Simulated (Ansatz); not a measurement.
# Band-structure calculation, with input and output: Rb

System: Rb (2 atoms in the cell).
Method: DFT, LDA, PAW with Ansatz's default frozen-core files, scalar-relativistic, no spin polarisation (Ansatz 0.2.0).

Its volume is 0.65 times that of the source entry. It belongs to a series of runs on one base structure; here: volume scaled by 0.65, PAW files. Figures and captions count atoms from 1; the log counts them from 0 in places.

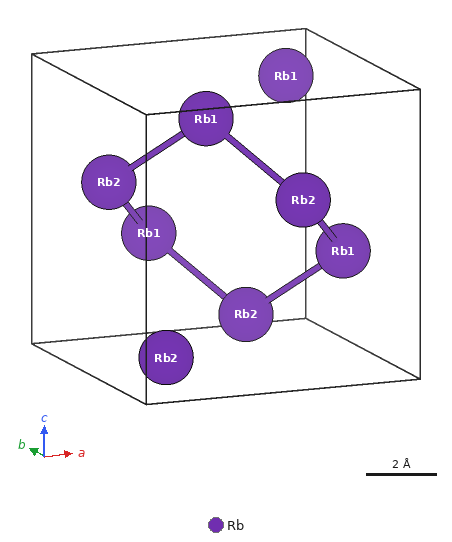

Fig. 1: The structure (ball-and-stick view of the cell 4 times as large as that of the calculation, set on its symmetry axes, seen slightly off an axis; atoms are numbered from 1 in the order of the input). An atom can appear more than once, as a periodic image.

Input:
```yaml
crystal:
  lattice:
    - [0.0, 4.2539283555, 4.2539283555]
    - [4.2539283555, 0.0, 4.2539283555]
    - [4.2539283555, 4.2539283555, 0.0]
  atoms:
    - { symbol: Rb, position: [-0.125, -0.125, -0.125] }
    - { symbol: Rb, position: [0.125, 0.125, 0.125] }
kpoints:
  mp_grid: { grid: [7, 7, 7] }
  band_path:
    path:
      - [0.0, 0.0, 0.0]
      - [0.5, 0.0, 0.5]
      - [0.625, 0.25, 0.625]
      - [0.375, 0.375, 0.75]
      - [0.0, 0.0, 0.0]
      - [0.5, 0.5, 0.5]
      - [0.5, 0.25, 0.75]
      - [0.5, 0.0, 0.5]
    npoints: 8
scf:
  occupations: { method: fermi_dirac, width: 0.08 }
hamiltonian:
  xc: lda
  pseudopotentials: { kind: paw }
output:
  forces: true
  stress: true
  eigenvalues: true
  populations: true
  dos: { projected: true, de: 0.2, e_range: [-14, 8] }
  write_density: true
  write_potential: true
  elf: true
  volumetric_format: npy
```

Run on 1 thread of Arm Neoverse V1, 112 GiB of memory available, shared host.

Launch command:
```bash
ansatz run input.yaml --threads 1 --pin off --max-ram 2048MiB --backend cpu --events-out ev --progress --plain --runs-dir out
```

What the program printed:
```
Engine: ansatz 0.2.0, aarch64-unknown-linux-gnu
Pseudopotentials: kind: paw
Pseudopotential: Rb, paw, valence charge 9, recommended cutoff 420 eV (normal), Rb.paw.azcp
Functional definition: SPW92
  exchange = slater_x
  correlation = pw_c
Crystal: 2 atoms, lattice volume = 153.957 Å³
Basis set: ecut = 420 eV, 2975 PW (Γ)
Bands: 13, of which v1, the nominal top of the filled ones, is band 9 counted from 1 (8 counted from 0)
Symmetry: 48 space group operations
Space group: Fd-3m (ITA 227), of the structure as read, at distance tolerance 5.4e-5 Å
k-points: 20 of 343
Non-local potential: Rb, projectors of the file, l = 0: 3, l = 1: 2, l = 2: 2
PAW form: soft (Blöchl's): semilocal exchange-correlation on the pseudo side does not see the compensation charge
PAW frozen core: Rb, regenerated for the run's functional, and the local potential with it (the file was generated under x = pbe(κ = 0.804, μ = 0.2195149727645171), c = pbe(β = 0.06672455060314922))
PAW one-centre angular grid: Rb, 110 points (default); XC on 64 Gauss nodes
Initial density: superposition of atomic densities (neutral atoms: chi_scale 0, normalization atom), corrected by the library's trained network
Initial wavefunctions: pseudopotential atomic-orbital guess
Functional: x = slater, c = lda
SCF iter   1: F=—  HF=-6340.764469 eV  |F-HF|=—  |Δ(HF+E_count)|=         —  Δρ=2.86e-3  dr2=6.05e-3  ethr=1.77e-3  ⟨swp⟩=6.7  Hψ=1679  notcnv=0
preconditioner: auto → Kerker (q_TF=auto, 1.908 Å⁻¹)  [metal: Δε(μ)=0.148 eV  Ē_g=2.249 eV  σ=0.080 eV  W_gap=0.43  n_scr=14 (ndim 8)  ℏωp=4.2 eV  f_vac=0.000  D(μ)=1.79/eV (n_scr^D=8)]
SCF iter   2: F=—  HF=-6340.764063 eV  |F-HF|=—  |Δ(HF+E_count)|=   4.06e-4  Δρ=1.52e-3  dr2=2.11e-3  ethr=3.36e-5  ⟨swp⟩=2.2  Hψ=542  notcnv=0
SCF iter   3: F=—  HF=-6340.763840 eV  |F-HF|=—  |Δ(HF+E_count)|=   2.22e-4  Δρ=1.92e-4  dr2=8.84e-5  ethr=1.17e-5  ⟨swp⟩=1.9  Hψ=283  notcnv=0
SCF iter   4: F=—  HF=-6340.763946 eV  |F-HF|=—  |Δ(HF+E_count)|=   1.06e-4  Δρ=6.67e-5  dr2=6.48e-6  ethr=4.91e-7  ⟨swp⟩=2.6  Hψ=449  notcnv=0
SCF iter   5: F=—  HF=-6340.763951 eV  |F-HF|=—  |Δ(HF+E_count)|=   5.10e-6  Δρ=2.33e-5  dr2=2.09e-6  ethr=3.60e-8  ⟨swp⟩=2.0  Hψ=284  notcnv=0
SCF iter   6: F=—  HF=-6340.763952 eV  |F-HF|=—  |Δ(HF+E_count)|=   5.30e-7  Δρ=8.84e-6  dr2=3.10e-7  ethr=1.16e-8  ⟨swp⟩=2.0  Hψ=284  notcnv=0
SCF iter   7: F=-6340.763951 eV  HF=-6340.763951 eV  |F-HF|=6.33e-10  |Δ(HF+E_count)|=   5.62e-8  Δρ=2.58e-6  dr2=1.27e-8  ethr=5.56e-10  ⟨swp⟩=9.9  Hψ=1865  notcnv=0
SCF 1 converged in 7 iterations: F = -6340.763951 eV  dr2 = 1.27e-8
  greatest PAW one-centre occupation: 0.976 electrons in one spin orbital (limit 2), on the Rb atom at site 1 (counted from 0), in its partial waves of l = 0
```

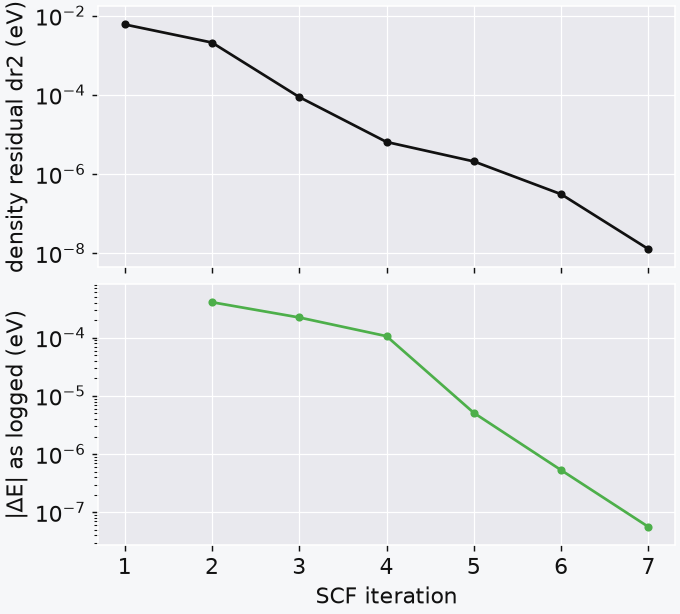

Fig. 2: Convergence of the self-consistent field: density residual dr2 and size of the energy change against the SCF iteration. The residual falls at every step.

```
NSCF: frozen V_eff on 57 k-points
SCF converged after 7 iterations
Free energy (F): -6340.763951 eV
Harris-Foulkes:  -6340.763951 eV  (|F-HF|=6.33e-10)
Internal energy: -6340.726164 eV  (E = F + TS)
E sigma→0 (E₀):  -6340.745058 eV
Entropy (-TS):   -0.037787 eV (-18.894 meV/atom)
Fermi energy:    2.624913 eV
--- Per-component energies (eV) ---
  E_band       = -234.886403
  E_kinetic    = 382.854253
  E_local      = -1453.757533  (includes V_loc(G=0)·N_el)
  E_nonlocal   = 356.803830
  E_hartree    = 414.220112
  E_xc         = -255.457858
  E_vxc        = -269.273918  (∫ρ·V_xc dr)
  E_paw        = -5047.436846  (= ΣΔE_a)
  E_vpaw       = -79.950206  (= ΣTr[D̂ρ^β])
  E_aug_tail   = -0.000003  (compensation charges beyond the density's cutoff)
  E_ewald      = -738.494637
  E_core_change = 0.542518  (= ΣΔE_core)
  E_smearing   = -0.037787  (= −TS)
  E_closure    = 0.000000  (closes the sum)
  Σ components = -6340.763951   (vs F -6340.763951, Δ=0.00e0)
--- Forces (eV/Å), atoms counted from 1 ---
  atom   1  Rb     0.00000000    -0.00000000     0.00000000
  atom   2  Rb    -0.00000000     0.00000000    -0.00000000
  max |Σ_I F_I| component: 1.85e-17 eV/Å
--- Stress (GPa, compression-positive) ---
        1.035762       0.000000      -0.000000
        0.000000       1.035762      -0.000000
        0.000000       0.000000       1.035762
  P = ⅓ Tr σ = 1.0358 GPa (10.358 kbar)
--- Band table (eV; the first three rows and the last of 20) ---
  k-point 0: bands = ["-26.8872", "-26.7531", "-11.1219", "-11.1219", "-11.1219", "-10.7323", "-10.7323", "-10.7323", "0.3396", "4.6272", "4.6272", "4.9151", "4.9151"]
  k-point 1: bands = ["-26.8824", "-26.7580", "-11.1322", "-11.1322", "-11.1240", "-10.7336", "-10.7216", "-10.7216", "0.5080", "4.4404", "4.4404", "4.5924", "5.1367"]
  k-point 2: bands = ["-26.8696", "-26.7709", "-11.1536", "-11.1536", "-11.1298", "-10.7351", "-10.6993", "-10.6993", "0.9845", "3.6740", "4.2759", "4.2759", "4.9236"]
  k-point 19: bands = ["-26.8297", "-26.8111", "-11.2314", "-11.2120", "-10.9788", "-10.8909", "-10.6408", "-10.6252", "2.7182", "2.9559", "3.0027", "3.7115", "4.8013"]
--- Löwdin populations: 2 sites ---
  site symbol       q [e]
     0     Rb      8.9221
     1     Rb      8.9221
  spilling = 0.008658 (of n_electrons = 18.000000)
```

File dos.tsv:
```
# E-E_F[eV]	g_bin_mean(E)[states/eV]	N(E)
# format = ansatz-dos/2
# fermi_ev = 2.624913
# fermi_mp_grid = 7 7 7
# fermi_mp_shift = 0 0 0
# tetrahedron_fermi_ev = 2.645100
# g_bin_mean(E): the states in a bin one row spacing wide, centred on E, divided by that spacing. States that the method places at a single energy (under output.dos.method: tetrahedron, those of a tetrahedron whose four corners have one energy) are counted whole in the row whose bin holds that energy (on the edge of two bins, in the lower row). The sum of g_bin_mean over a run of rows, times the row spacing, is the number of states from half a spacing under the first of them to half a spacing over the last (a plain sum, not the trapezoid rule).
-14.000000	0.000000e0	4.000000e0
-13.800000	2.352003e1	7.130272e0
-13.600000	7.955580e0	9.931182e0
-13.400000	1.349072e1	1.153092e1
-13.200000	1.503368e1	1.600000e1
-13.000000	0.000000e0	1.600000e1
-12.800000	0.000000e0	1.600000e1
-12.600000	0.000000e0	1.600000e1
-12.400000	0.000000e0	1.600000e1
-12.200000	0.000000e0	1.600000e1
-12.000000	0.000000e0	1.600000e1
-11.800000	0.000000e0	1.600000e1
-11.600000	0.000000e0	1.600000e1
-11.400000	0.000000e0	1.600000e1
-11.200000	0.000000e0	1.600000e1
-11.000000	0.000000e0	1.600000e1
-10.800000	0.000000e0	1.600000e1
-10.600000	0.000000e0	1.600000e1
-10.400000	0.000000e0	1.600000e1
-10.200000	0.000000e0	1.600000e1
-10.000000	0.000000e0	1.600000e1
-9.800000	0.000000e0	1.600000e1
-9.600000	0.000000e0	1.600000e1
-9.400000	0.000000e0	1.600000e1
-9.200000	0.000000e0	1.600000e1
-9.000000	0.000000e0	1.600000e1
-8.800000	0.000000e0	1.600000e1
-8.600000	0.000000e0	1.600000e1
-8.400000	0.000000e0	1.600000e1
-8.200000	0.000000e0	1.600000e1
-8.000000	0.000000e0	1.600000e1
-7.800000	0.000000e0	1.600000e1
-7.600000	0.000000e0	1.600000e1
-7.400000	0.000000e0	1.600000e1
-7.200000	0.000000e0	1.600000e1
-7.000000	0.000000e0	1.600000e1
-6.800000	0.000000e0	1.600000e1
-6.600000	0.000000e0	1.600000e1
-6.400000	0.000000e0	1.600000e1
-6.200000	0.000000e0	1.600000e1
-6.000000	0.000000e0	1.600000e1
-5.800000	0.000000e0	1.600000e1
-5.600000	0.000000e0	1.600000e1
-5.400000	0.000000e0	1.600000e1
-5.200000	0.000000e0	1.600000e1
-5.000000	0.000000e0	1.600000e1
-4.800000	0.000000e0	1.600000e1
-4.600000	0.000000e0	1.600000e1
-4.400000	0.000000e0	1.600000e1
-4.200000	0.000000e0	1.600000e1
-4.000000	0.000000e0	1.600000e1
-3.800000	0.000000e0	1.600000e1
-3.600000	0.000000e0	1.600000e1
-3.400000	0.000000e0	1.600000e1
-3.200000	0.000000e0	1.600000e1
-3.000000	0.000000e0	1.600000e1
-2.800000	0.000000e0	1.600000e1
-2.600000	0.000000e0	1.600000e1
-2.400000	0.000000e0	1.600000e1
-2.200000	1.121906e-1	1.600227e1
-2.000000	3.301482e-1	1.605160e1
-1.800000	4.950186e-1	1.613432e1
-1.600000	6.050597e-1	1.624493e1
-1.400000	7.357268e-1	1.637862e1
-1.200000	8.653451e-1	1.653899e1
-1.000000	1.033931e0	1.672573e1
-0.800000	1.315647e0	1.696322e1
-0.600000	1.428068e0	1.723431e1
-0.400000	1.189876e0	1.750736e1
-0.200000	1.154289e0	1.773810e1
0.000000	1.326472e0	1.797165e1
0.200000	2.384107e0	1.830840e1
0.400000	2.905336e0	1.895463e1
0.600000	2.507339e0	1.940418e1
0.800000	2.946173e0	1.998645e1
1.000000	2.873912e0	2.054610e1
1.200000	3.416242e0	2.119203e1
1.400000	3.357326e0	2.186722e1
1.600000	5.545117e0	2.270082e1
1.800000	2.335596e0	2.358866e1
2.000000	3.848280e0	2.406327e1
2.200000	5.758487e0	2.507519e1
2.400000	1.527169e0	2.593929e1
2.600000	3.144163e-3	2.600000e1
2.800000	0.000000e0	2.600000e1
3.000000	0.000000e0	2.600000e1
3.200000	0.000000e0	2.600000e1
3.400000	0.000000e0	2.600000e1
3.600000	0.000000e0	2.600000e1
3.800000	0.000000e0	2.600000e1
4.000000	0.000000e0	2.600000e1
4.200000	0.000000e0	2.600000e1
4.400000	0.000000e0	2.600000e1
4.600000	0.000000e0	2.600000e1
4.800000	0.000000e0	2.600000e1
5.000000	0.000000e0	2.600000e1
5.200000	0.000000e0	2.600000e1
5.400000	0.000000e0	2.600000e1
5.600000	0.000000e0	2.600000e1
5.800000	0.000000e0	2.600000e1
6.000000	0.000000e0	2.600000e1
6.200000	0.000000e0	2.600000e1
6.400000	0.000000e0	2.600000e1
6.600000	0.000000e0	2.600000e1
6.800000	0.000000e0	2.600000e1
7.000000	0.000000e0	2.600000e1
7.200000	0.000000e0	2.600000e1
7.400000	0.000000e0	2.600000e1
7.600000	0.000000e0	2.600000e1
7.800000	0.000000e0	2.600000e1
8.000000	0.000000e0	2.600000e1
```

File populations.tsv:
```
# site	symbol	l	j	q
# orbitals = lowdin
# n_electrons = 18.000000
# spilling = 0.008658
0	Rb	0_4S	-	1.968622
0	Rb	0_5S	-	0.968869
0	Rb	1_4P	-	5.984587
1	Rb	0_4S	-	1.968622
1	Rb	0_5S	-	0.968869
1	Rb	1_4P	-	5.984587
```

File rho_z.tsv:
```
# z_ang	rho[e/angstrom^3]
# format = ansatz-planar-average/11
# lattice	0.000000000	4.253928356	4.253928356
# lattice	4.253928356	0.000000000	4.253928356
# lattice	4.253928356	4.253928356	0.000000000
# sites	2
# site	37	-1.063482089	-1.063482089	-1.063482089
# site	37	1.063482089	1.063482089	1.063482089
0.000000	2.226062e-1
0.133688	2.222536e-1
0.267376	2.207249e-1
0.401064	2.172537e-1
0.534752	2.119306e-1
0.668440	2.058908e-1
0.802128	2.000962e-1
0.935816	1.938894e-1
1.069505	1.848840e-1
1.203193	1.705017e-1
1.336881	1.499230e-1
1.470569	1.248858e-1
1.604257	9.881577e-2
1.737945	7.512288e-2
1.871633	5.590880e-2
2.005321	4.168333e-2
2.139009	3.184542e-2
2.272697	2.535067e-2
2.406385	2.118113e-2
2.540073	1.855412e-2
2.673761	1.694707e-2
2.807449	1.603288e-2
2.941138	1.561926e-2
3.074826	1.561926e-2
3.208514	1.603288e-2
3.342202	1.694707e-2
3.475890	1.855412e-2
3.609578	2.118113e-2
3.743266	2.535067e-2
3.876954	3.184542e-2
4.010642	4.168333e-2
4.144330	5.590880e-2
4.278018	7.512288e-2
4.411706	9.881577e-2
4.545394	1.248858e-1
4.679082	1.499230e-1
4.812771	1.705017e-1
4.946459	1.848840e-1
5.080147	1.938894e-1
5.213835	2.000962e-1
5.347523	2.058908e-1
5.481211	2.119306e-1
5.614899	2.172537e-1
5.748587	2.207249e-1
5.882275	2.222536e-1
```

File v_z.tsv:
```
# z_ang	v_es[eV]	v_tot[eV]
# format = ansatz-planar-average/11
# xc	lda
# density_cutoff_ev	1680
# datasets	Rb=:simpson_from_first_knot:soft:shift=-1844931
# lattice	0.000000000	4.253928356	4.253928356
# lattice	4.253928356	0.000000000	4.253928356
# lattice	4.253928356	4.253928356	0.000000000
# sites	2
# site	37	-1.063482089	-1.063482089	-1.063482089
# site	37	1.063482089	1.063482089	1.063482089
0.000000	-2.249863e0	-1.003644e1
0.133688	-2.432342e0	-1.020618e1
0.267376	-2.906386e0	-1.064036e1
0.401064	-3.485350e0	-1.114961e1
0.534752	-3.952160e0	-1.151662e1
0.668440	-4.139854e0	-1.157729e1
0.802128	-3.965699e0	-1.125219e1
0.935816	-3.413780e0	-1.052604e1
1.069505	-2.525481e0	-9.438358e0
1.203193	-1.404335e0	-8.092314e0
1.336881	-1.946940e-1	-6.636480e0
1.470569	9.519625e-1	-5.230503e0
1.604257	1.919916e0	-3.999421e0
1.737945	2.662162e0	-2.998717e0
1.871633	3.203287e0	-2.211647e0
2.005321	3.605637e0	-1.583555e0
2.139009	3.922200e0	-1.067823e0
2.272697	4.173288e0	-6.478803e-1
2.406385	4.365421e0	-3.184373e-1
2.540073	4.510525e0	-6.704211e-2
2.673761	4.615629e0	1.149198e-1
2.807449	4.684020e0	2.327976e-1
2.941138	4.717775e0	2.906629e-1
3.074826	4.717775e0	2.906629e-1
3.208514	4.684020e0	2.327976e-1
3.342202	4.615629e0	1.149198e-1
3.475890	4.510525e0	-6.704211e-2
3.609578	4.365421e0	-3.184373e-1
3.743266	4.173288e0	-6.478803e-1
3.876954	3.922200e0	-1.067823e0
4.010642	3.605637e0	-1.583555e0
4.144330	3.203287e0	-2.211647e0
4.278018	2.662162e0	-2.998717e0
4.411706	1.919916e0	-3.999421e0
4.545394	9.519625e-1	-5.230503e0
4.679082	-1.946940e-1	-6.636480e0
4.812771	-1.404335e0	-8.092314e0
4.946459	-2.525481e0	-9.438358e0
5.080147	-3.413780e0	-1.052604e1
5.213835	-3.965699e0	-1.125219e1
5.347523	-4.139854e0	-1.157729e1
5.481211	-3.952160e0	-1.151662e1
5.614899	-3.485350e0	-1.114961e1
5.748587	-2.906386e0	-1.064036e1
5.882275	-2.432342e0	-1.020618e1
```

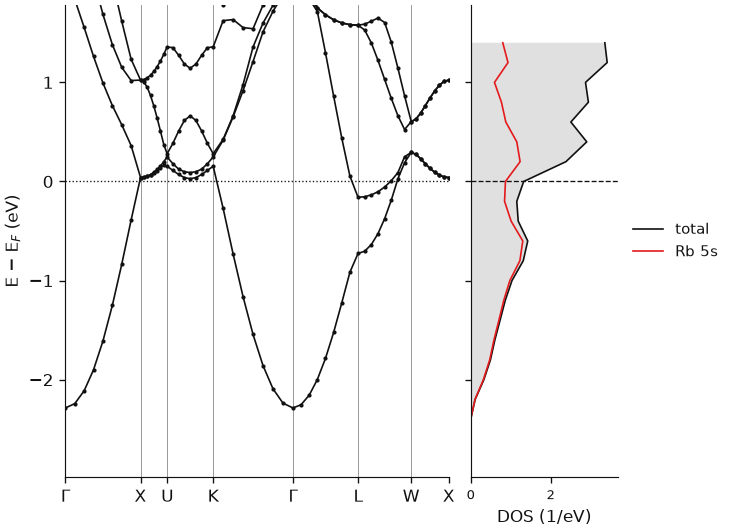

Fig. 3: Band structure along Γ–X–U–K–Γ–L–W–X and density of states (projected on Löwdin-orthogonalised atomic shells), with energies from the Fermi level. Bands cross the Fermi level: a metal at this level of theory.

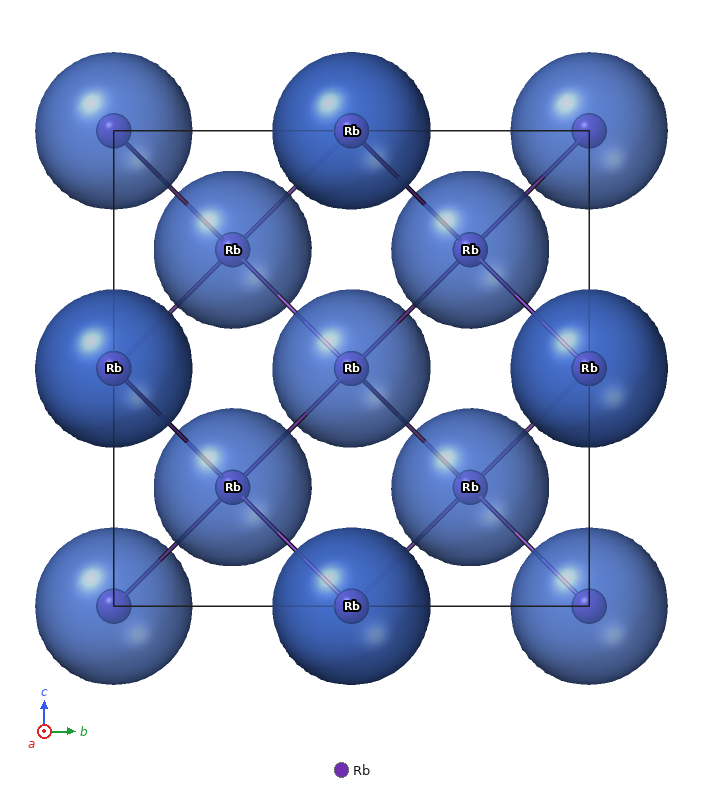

Fig. 4: Isosurface of the valence pseudo-density at 0.1 e/Å³ (blue), seen along the a axis. Sticks mark near contacts. The outline is the cell set on symmetry axes. At this value the density breaks into separate islands; it holds about 85 % of the electrons treated as valence (semicore included). It is pinched off along the Rb–Rb (3.68 Å) contacts. On the grid the lowest density along these lines, outside the cores, is 0.04 e/Å³ (Rb–Rb, 3.68 Å). Core electrons are frozen (PAW), so the fields are smoothed inside the atomic spheres.

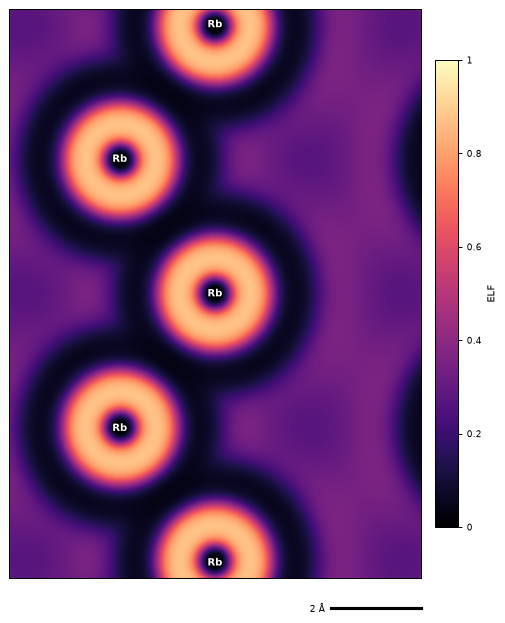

Fig. 5: ELF on the (011) plane of the conventional cell. The section cuts through Rb sites. Rb–Rb (3.68 Å): the ELF is about 0.05 at the midpoint; no localised pair between them. The strong features right at Rb lie inside the PAW spheres (semicore, d or f shells) and say nothing about bonding.

Key numbers:

| quantity | value |
| --- | --- |
| outcome | converged |
| space group (tolerance 0.01 Å) | Fd-3m (227) |
| electrons treated | 18 |
| free energy | −6340.7640 eV |
| Fermi energy | 2.625 eV |
| pressure | 1.04 GPa |
| electronic character | metal |
| largest force (length of the vector) | under 0.001 eV/Å |
| wall time | 5.4 s |
| peak memory | 0.34 GiB |
